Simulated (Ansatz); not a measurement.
**Si₅₃Pd (cell with a defect): density, localisation and related maps**

Input

```
crystal:
  lattice:
    - [8.205140644, 0.0, 8.205140644]
    - [8.205140644, 8.205140644, 0.0]
    - [0.0, 8.205140644, 8.205140644]
  atoms:
    - { symbol: Pd, position: [0.2633580207, 0.2446561462, 0.2464579454] }
    - { symbol: Si, position: [0.25, 0.5833333333, 0.25] }
    - { symbol: Si, position: [0.25, 0.9166666667, 0.25] }
    - { symbol: Si, position: [0.5833333333, 0.25, 0.25] }
    - { symbol: Si, position: [0.5833333333, 0.5833333333, 0.25] }
    - { symbol: Si, position: [0.5833333333, 0.9166666667, 0.25] }
    - { symbol: Si, position: [0.9166666667, 0.25, 0.25] }
    - { symbol: Si, position: [0.9166666667, 0.5833333333, 0.25] }
    - { symbol: Si, position: [0.9166666667, 0.9166666667, 0.25] }
    - { symbol: Si, position: [0.25, 0.25, 0.5833333333] }
    - { symbol: Si, position: [0.25, 0.5833333333, 0.5833333333] }
    - { symbol: Si, position: [0.25, 0.9166666667, 0.5833333333] }
    - { symbol: Si, position: [0.5833333333, 0.25, 0.5833333333] }
    - { symbol: Si, position: [0.5833333333, 0.5833333333, 0.5833333333] }
    - { symbol: Si, position: [0.5833333333, 0.9166666667, 0.5833333333] }
    - { symbol: Si, position: [0.9166666667, 0.25, 0.5833333333] }
    - { symbol: Si, position: [0.9166666667, 0.5833333333, 0.5833333333] }
    - { symbol: Si, position: [0.9166666667, 0.9166666667, 0.5833333333] }
    - { symbol: Si, position: [0.25, 0.25, 0.9166666667] }
    - { symbol: Si, position: [0.25, 0.5833333333, 0.9166666667] }
    - { symbol: Si, position: [0.25, 0.9166666667, 0.9166666667] }
    - { symbol: Si, position: [0.5833333333, 0.25, 0.9166666667] }
    - { symbol: Si, position: [0.5833333333, 0.5833333333, 0.9166666667] }
    - { symbol: Si, position: [0.5833333333, 0.9166666667, 0.9166666667] }
    - { symbol: Si, position: [0.9166666667, 0.25, 0.9166666667] }
    - { symbol: Si, position: [0.9166666667, 0.5833333333, 0.9166666667] }
    - { symbol: Si, position: [0.9166666667, 0.9166666667, 0.9166666667] }
    - { symbol: Si, position: [0.1717738962, 0.1650181408, 0.1633322733] }
    - { symbol: Si, position: [0.1520833707, 0.5021466855, 0.1700273298] }
    - { symbol: Si, position: [0.1666666667, 0.8333333333, 0.1666666667] }
    - { symbol: Si, position: [0.4975078046, 0.1691963538, 0.163257816] }
    - { symbol: Si, position: [0.5, 0.5, 0.1666666667] }
    - { symbol: Si, position: [0.5, 0.8333333333, 0.1666666667] }
    - { symbol: Si, position: [0.8333333333, 0.1666666667, 0.1666666667] }
    - { symbol: Si, position: [0.8333333333, 0.5, 0.1666666667] }
    - { symbol: Si, position: [0.8333333333, 0.8333333333, 0.1666666667] }
    - { symbol: Si, position: [0.1810799454, 0.1732535354, 0.4890415578] }
    - { symbol: Si, position: [0.1666666667, 0.5, 0.5] }
    - { symbol: Si, position: [0.1666666667, 0.8333333333, 0.5] }
    - { symbol: Si, position: [0.5, 0.1666666667, 0.5] }
    - { symbol: Si, position: [0.5, 0.5, 0.5] }
    - { symbol: Si, position: [0.5, 0.8333333333, 0.5] }
    - { symbol: Si, position: [0.8333333333, 0.1666666667, 0.5] }
    - { symbol: Si, position: [0.8333333333, 0.5, 0.5] }
    - { symbol: Si, position: [0.8333333333, 0.8333333333, 0.5] }
    - { symbol: Si, position: [0.1666666667, 0.1666666667, 0.8333333333] }
    - { symbol: Si, position: [0.1666666667, 0.5, 0.8333333333] }
    - { symbol: Si, position: [0.1666666667, 0.8333333333, 0.8333333333] }
    - { symbol: Si, position: [0.5, 0.1666666667, 0.8333333333] }
    - { symbol: Si, position: [0.5, 0.5, 0.8333333333] }
    - { symbol: Si, position: [0.5, 0.8333333333, 0.8333333333] }
    - { symbol: Si, position: [0.8333333333, 0.1666666667, 0.8333333333] }
    - { symbol: Si, position: [0.8333333333, 0.5, 0.8333333333] }
    - { symbol: Si, position: [0.8333333333, 0.8333333333, 0.8333333333] }
  host:
    lattice:
      - [0.0, 2.7350468813, 2.7350468813]
      - [2.7350468813, 0.0, 2.7350468813]
      - [2.7350468813, 2.7350468813, 0.0]
    atoms:
      - { symbol: Si, position: [0.75, 0.75, 0.75] }
      - { symbol: Si, position: [0.5, 0.5, 0.5] }
basis:
  ecutwfc: 420
  xc_grid: 2
kpoints:
  mp_grid: { grid: [2, 2, 2], shift: [0.0, 0.0, 0.0] }
hamiltonian:
  xc: pbe
scf:
  occupations: { method: gaussian, width: 0.01 }
output:
  forces: true
  stress: false
  eigenvalues: true
  charged_corrections:
    defect_position: [0.25, 0.25, 0.25]
    epsilon: [[12.9823, 0.0, 0.0], [0.0, 12.9823, 0.0], [0.0, 0.0, 12.9823]]
  write_density: true
  write_potential: true
  elf: true
  volumetric_format: npy
relax:
  adjacent_minimum: "off"
  f_tol: 0.025
  max_steps: 45
```

Run with:

```sh
ansatz run input.yaml --threads 8 --pin off --max-ram 20480MiB --backend cpu --events-out ev --progress --plain --runs-dir out
```

The fields are those of the relaxed geometry.

Theory: Ansatz 0.2.0, DFT PBE, scalar-relativistic, plane waves, PAW.

In a PAW calculation such maps are meaningful between the atoms, not at the nuclei.

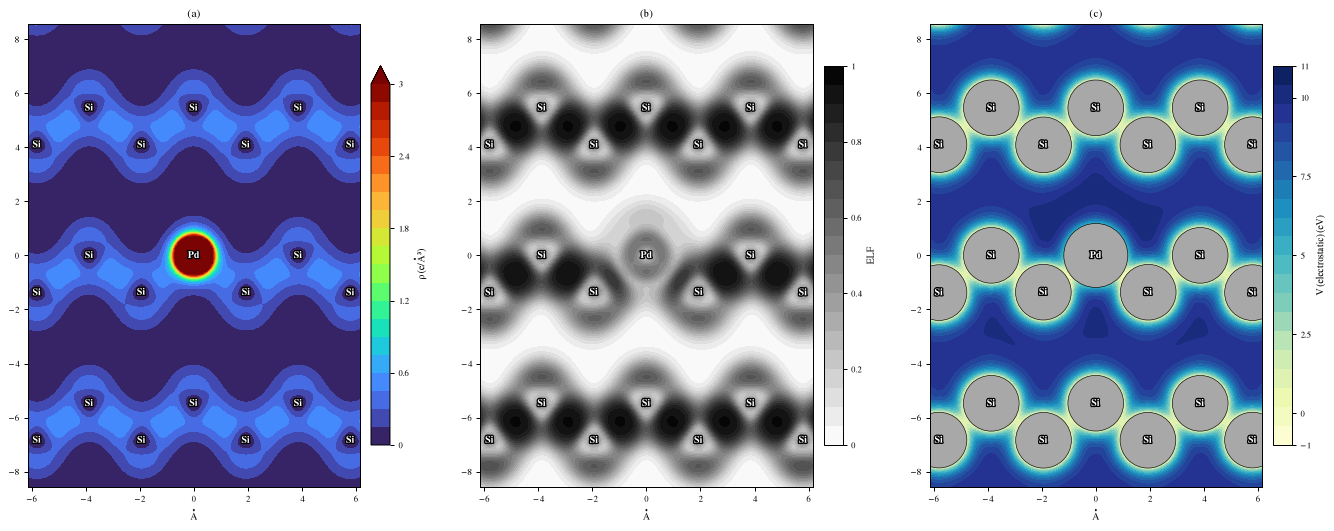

Figure 1. (a) valence electron density; (b) electron localisation function; (c) electrostatic potential energy of an electron on the (11̄0) plane of the calculation cell. Grey discs cover the atomic cores in the potential map.

### Read the bonding off the picture.

- The plane passes through Pd and Si nuclei.
- Si–Si (2.37 Å): ρ is about 0.56 e/Å³ halfway; the ELF peaks at about 0.95 between the atoms.
- Si–Pd (2.37 Å): ρ at the midpoint is about 0.58 e/Å³; the ELF peaks at about 0.80 in the valence shell of Si, 0.8 Å from its nucleus, and is about 0.45 at the midpoint.
- Between the atoms the lowest density in this plane is 0.02 e/Å³.
- The features right at Pd lie inside the PAW spheres, where the map follows smoothed inner orbitals and isn't to be read closely.
- Outside the cores the potential energy rises away from the atoms and is highest about 2.1 Å from the nearest atoms; its zero is arbitrary.

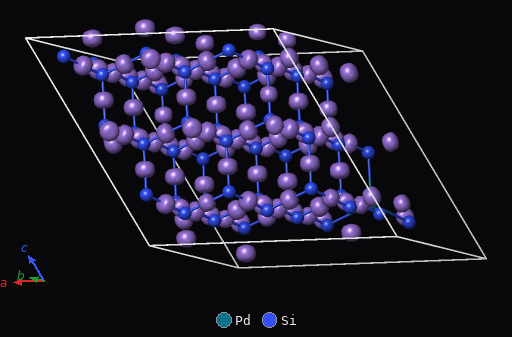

Figure 2. Isosurface of the electron localisation function at 0.9 (purple), seen at an oblique angle. Only the valence region is drawn (cores and ρ < 0.01 e/Å³ removed). Sticks mark near contacts.

### Describe the localisation domains.

At this value the surface marks out 104 regions between bonded Si–Si atoms, counted in one cell of 54 atoms. Any copies at cell faces, edges or corners count once.


Si–Si (2.36 Å): the ELF peaks at about 0.95 between the atoms.

### Metal or insulator at this level of theory?

It is metallic or semimetallic at this level of theory: no gap opens.
